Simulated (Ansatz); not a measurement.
**Ti: 6 runs along one coordinate**

System: Ti (3 atoms in the cell).
Method: DFT PBEsol, scalar-relativistic, plane waves, PAW, no spin polarisation (Ansatz 0.2.0).

The 6 runs differ only in the geometry, by a strain of the cell at fixed fractional positions. Against run 3, the strain is εxx = −0.01 η, εxy = η and εyy = −0.01 η. The structure derives from a Materials Project entry.

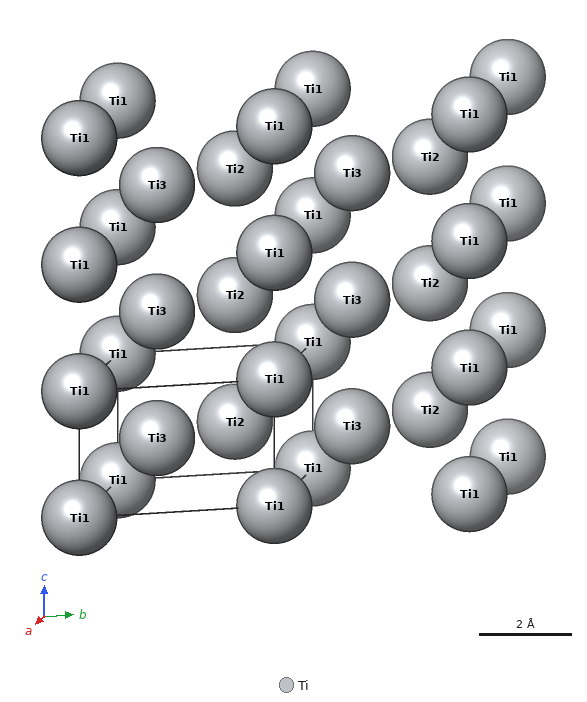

Figure 1. The structure of run 3 (spheres-only view of the cell of the calculation, repeated 1 × 2 × 3, seen slightly off an axis; atoms are numbered from 1 in the order of the input). An atom can appear more than once, as a periodic image.

**Input of run 3**
```yaml
crystal:
  lattice:
    - [4.5152900513, 0.0564411256, 0.0]
    - [-2.208765577, 3.882135327, 0.0]
    - [0.0, 0.0, 2.7987936488]
  atoms:
    - { symbol: Ti, position: [0.0, 0.0, 0.0] }
    - { symbol: Ti, position: [0.3333333333, 0.6666666667, 0.5] }
    - { symbol: Ti, position: [0.6666666667, 0.3333333333, 0.5] }
basis:
  ecutwfc: 420
kpoints:
  mp_grid: { grid: [12, 12, 18] }
hamiltonian:
  xc: pbesol
scf:
  occupations: { method: gaussian, width: 0.15 }
output:
  forces: true
  stress: true
  eigenvalues: true
```

Command:
```bash
ansatz run input.yaml --threads 1 --pin off --max-ram 2560MiB --backend cpu --events-out ev --progress --plain --runs-dir out
```

Run 4 differs from it as follows:
```diff
-    - [4.5152900513, 0.0564411256, 0.0]
-    - [-2.208765577, 3.882135327, 0.0]
+    - [4.5152900513, 0.0846616884, 0.0]
+    - [-2.1843258527, 3.8680250456, 0.0]
```

**Results, with one run withheld**

```csv
run,strain parameter η (%),"free energy per atom, from the lowest run given (meV)",pressure (GPa)
1,−3.7506,7.05,0.09
2,−0.6251,0.00,−0.01
3,0.0000,1.43,0.01
4,0.6251,?,?
5,2.5004,16.21,0.23
6,3.1255,22.06,0.32
```

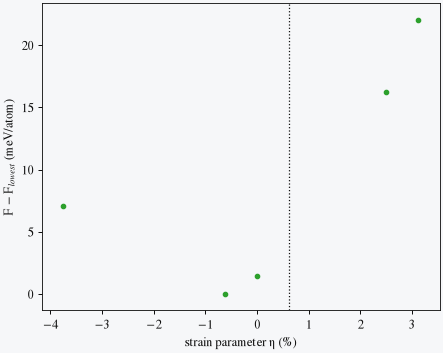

Figure 2. Free energy per atom of the runs given; the dotted line marks run 4.

Estimate the energy of run 4 from the others.

A cubic polynomial in the coordinate, fitted to the 5 runs given, misses them by at most 0.01 meV per atom. With x = η − 0.2500, it reads F = 2.2732 + 3.6308 x + 1.1622 x² − 0.01095 x³ (meV per atom). At run 4 it gives 3.80 meV per atom, and the run itself gives 3.78. The fit has its minimum at η = −1.2790 %.

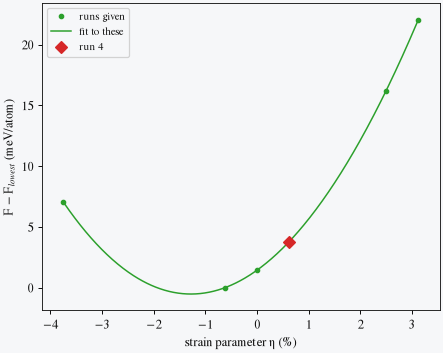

Figure 3. The fit and the withheld run.

**Output, shortened to warnings, some set-up lines, iterations and results (run 4)**
```
Basis set: ecut = 420 eV, 957 PW (Γ), exchange–correlation on 64×60×40 points (8 copies of the dense FFT grid, shifted against one another)
Symmetry: 4 space group operations
k-points: 740 of 2592
Initial density: superposition of atomic densities (neutral atoms: chi_scale 0, normalization atom), corrected by the library's trained network
[...]
SCF iter   1: F=—  HF=-7421.756188 eV  |F-HF|=—  |Δ(HF+E_count)|=         —  Δρ=1.25e-2  dr2=8.12e-2  ethr=1.77e-3  ⟨swp⟩=3.6  Hψ=51976  notcnv=0
SCF iter   2: F=—  HF=-7421.740434 eV  |F-HF|=—  |Δ(HF+E_count)|=   1.58e-2  Δρ=6.61e-3  dr2=2.80e-2  ethr=2.26e-4  ⟨swp⟩=1.9  Hψ=23768  notcnv=0
SCF iter   3: F=—  HF=-7421.735074 eV  |F-HF|=—  |Δ(HF+E_count)|=   5.36e-3  Δρ=4.60e-4  dr2=7.01e-5  ethr=7.78e-5  ⟨swp⟩=2.0  Hψ=19905  notcnv=0
SCF iter   4: F=—  HF=-7421.735067 eV  |F-HF|=—  |Δ(HF+E_count)|=   7.36e-6  Δρ=1.74e-4  dr2=1.20e-5  ethr=1.95e-7  ⟨swp⟩=2.0  Hψ=30188  notcnv=0
SCF iter   5: F=—  HF=-7421.735066 eV  |F-HF|=—  |Δ(HF+E_count)|=   5.17e-7  Δρ=3.23e-5  dr2=5.91e-7  ethr=3.34e-8  ⟨swp⟩=2.0  Hψ=28762  notcnv=0
SCF iter   6: F=—  HF=-7421.735066 eV  |F-HF|=—  |Δ(HF+E_count)|=   1.65e-7  Δρ=1.60e-5  dr2=3.00e-7  ethr=2.78e-10  ⟨swp⟩=5.1  Hψ=62767  notcnv=0
SCF iter   7: F=-7421.735066 eV  HF=-7421.735066 eV  |F-HF|=1.32e-8  |Δ(HF+E_count)|=   6.67e-8  Δρ=4.78e-6  dr2=1.67e-8  ethr=2.78e-10  ⟨swp⟩=2.0  Hψ=54403  notcnv=0
SCF 1 converged in 7 iterations: F = -7421.735066 eV  dr2 = 1.67e-8
SCF converged after 7 iterations
Free energy (F): -7421.735066 eV
Harris-Foulkes:  -7421.735066 eV  (|F-HF|=1.32e-8)
Internal energy: -7421.703614 eV  (E = F + TS)
E sigma→0 (E₀):  -7421.719340 eV
Entropy (-TS):   -0.031453 eV (-10.484 meV/atom)
Fermi energy:    13.979773 eV
--- Per-component energies (eV) ---
  E_band       = -442.256006
  E_kinetic    = 820.375455
  E_local      = -2362.421575  (includes V_loc(G=0)·N_el)
  E_nonlocal   = 28.644564
  E_hartree    = 974.847081
  E_xc         = -291.181608
  E_vxc        = -365.962793  (∫ρ·V_xc dr)
  E_paw        = -3068.117739  (= ΣΔE_a)
  E_vpaw       = -512.582394  (= ΣTr[D̂ρ^β])
  E_aug_tail   = 0.000336  (compensation charges beyond the density's cutoff)
  E_ewald      = -3524.268279
  E_core_change = 0.418153  (= ΣΔE_core)
  E_smearing   = -0.031453  (= −TS)
  E_closure    = -0.000000  (closes the sum)
  Σ components = -7421.735066   (vs F -7421.735066, Δ=0.00e0)
--- Forces (eV/Å), atoms counted from 1 ---
  atom   1  Ti     0.00000000     0.00000000     0.00000000
  atom   2  Ti     0.03016197    -0.01747309     0.00000000
  atom   3  Ti    -0.03016197     0.01747309     0.00000000
  max |Σ_I F_I| component: 0.00e0 eV/Å
--- Stress (GPa, compression-positive) ---
        0.032838      -2.188819       0.000000
       -2.188819       0.041111       0.000000
        0.000000       0.000000       0.057715
  P = ⅓ Tr σ = 0.0439 GPa (0.439 kbar)
```
